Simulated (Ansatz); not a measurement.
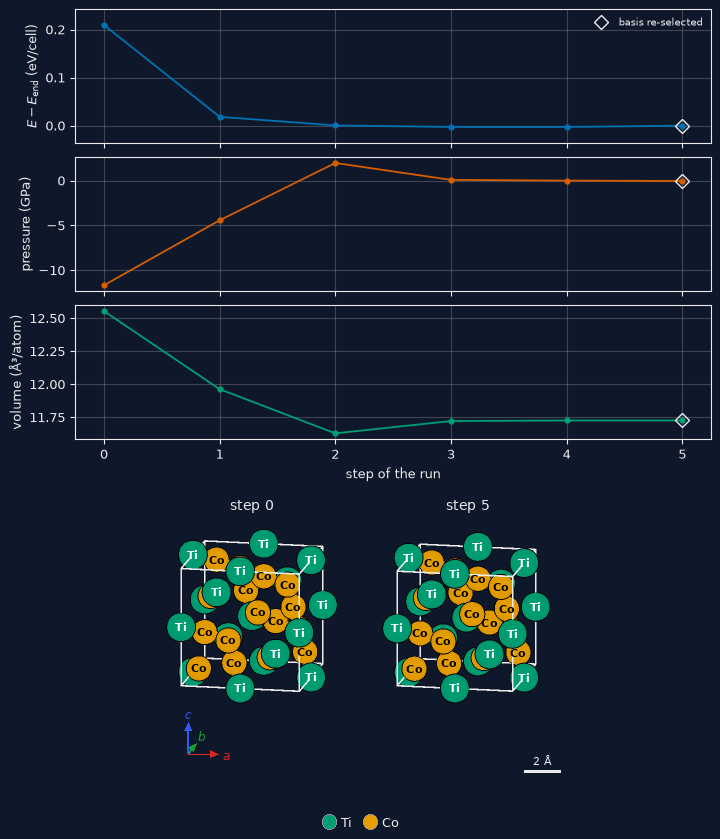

First and last geometry of a relaxation of a crystal of TiCo2 (set up in Fd-3m), with the history of the run. A spheres-only model of the conventional cell (4 times the calculation's cell), seen slightly off an axis. Lengths and directions refer to the drawn axes.

Case: relaxed functional: PBEsol.

Method: DFT PBEsol, scalar-relativistic, plane waves, PAW (Ansatz 0.2.0). Settings: plane-wave cutoff 420 eV; k-point mesh 10 × 10 × 10; occupations gaussian; smearing width 0.1 eV; collinear spin; cell and atoms relaxed; force threshold 0.01 eV/Å; at most 60 steps.

> Did the run converge, and what did it change?

It converged. Over 4 accepted moves (5 points after the start) the energy falls by 0.209 eV per cell of the calculation. All forces vanish by symmetry, so only the cell relaxes. The pressure goes from −11.67 to −0.04 GPa. The SCF was repeated once at an unchanged geometry on a basis and grid sized afresh for the cell, which shifted the energy by 2.6 meV per cell of the calculation at most. The atoms keep their places relative to the cell (all moves are under 0.005 Å). The drawn cell changes as follows: a = b = c 6.704 → 6.553 Å (−2.2 %); the volume changes by −6.6 %. Among the contacts that change: Ti–Ti 2.903 → 2.838 Å, Co–Ti 2.779 → 2.717 Å, Co–Co 2.370 → 2.317 Å. The space group stays Fd-3m (No. 227). The program noted that the starting moments weren't kept. Cost: 8.7 min on 1 thread of Intel(R) Xeon(R) Processor @ 2.50GHz (Skylake/Cascade Lake) (shared host), peak memory 0.67 GiB.
